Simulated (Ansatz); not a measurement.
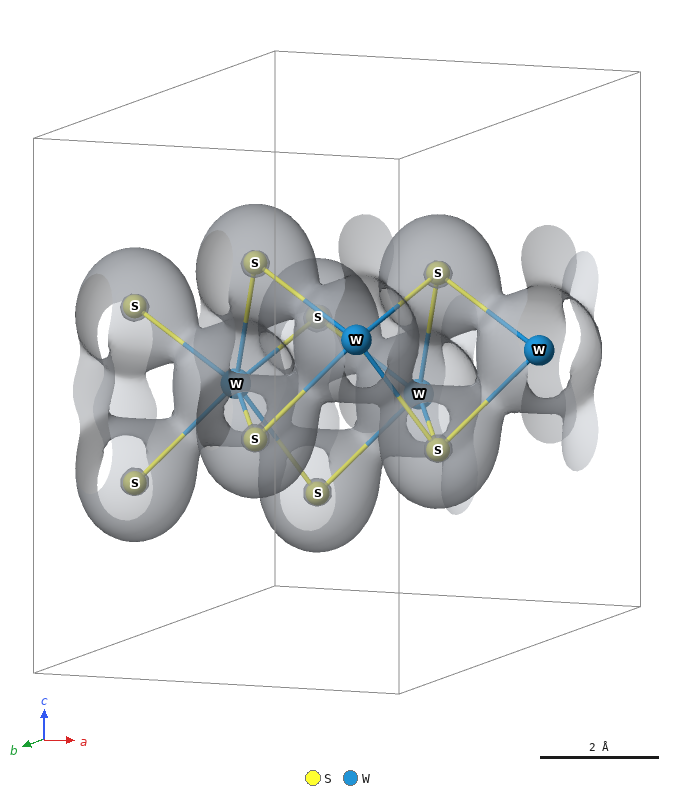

The picture shows: WS2 (slab). Isosurface of the valence pseudo-density at 0.5 e/Å³ (grey), seen at an oblique angle. Sticks mark near contacts.

Method: DFT PBE+D3(BJ), scalar-relativistic, plane waves, PAW in Ansatz.

In a PAW calculation such maps are meaningful between the atoms, not at the nuclei.

> How is the density connected at this value?

At this value the density is joined into sheets; it holds about 70 % of the electrons treated as valence (semicore included). It bridges the shortest W–S (2.41 Å) contacts, where the density stays above the isovalue. On the grid the lowest density along these lines, outside the cores, is 0.63 e/Å³ (W–S, 2.41 Å).

> Does the calculation give a band gap?

It is gapped, with a Kohn–Sham gap of 1.9 eV on the k-point mesh (the band edges may lie off the mesh, which would make the gap smaller).
